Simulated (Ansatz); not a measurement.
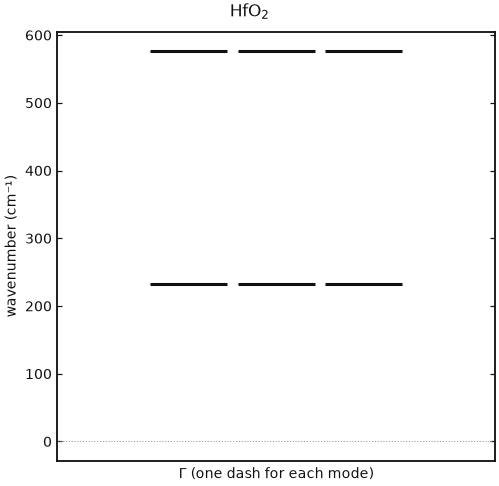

The picture above shows the zone-centre optical phonon frequencies (the three acoustic modes are left out) for HfO₂, space group Fm-3m (No. 225).

Structure:
```
CELL_PARAMETERS angstrom
0.00000 2.53550 2.53550
2.53550 0.00000 2.53550
2.53550 2.53550 0.00000
ATOMIC_POSITIONS crystal
Hf 0.00000 0.00000 0.00000
O 0.25000 0.25000 0.25000
O 0.75000 0.75000 0.75000
```

Method: harmonic phonon frequencies at the zone centre with atoms at rest in the given cell, without the long-range term of polar modes, the three translations left out, imaginary frequencies are negative; plane waves with PAW datasets, Γ-centred k mesh (Ansatz 0.2.0). Level: PBE, no spin polarisation.

wave cutoff 420 eV; k mesh 8×8×8; occupations fixed; pressure 4 GPa; phonon method linear response.

> Are there unstable modes?

No frequency is imaginary, so the structure is stable to these displacements (zone-boundary modes weren't tested here).

> Where does the highest mode lie?

The highest mode lies at 576.5 cm⁻¹ (without the field of polar modes).

> List the optical modes with their degeneracies.

232.1 (×3), 576.5 (×3) cm⁻¹.
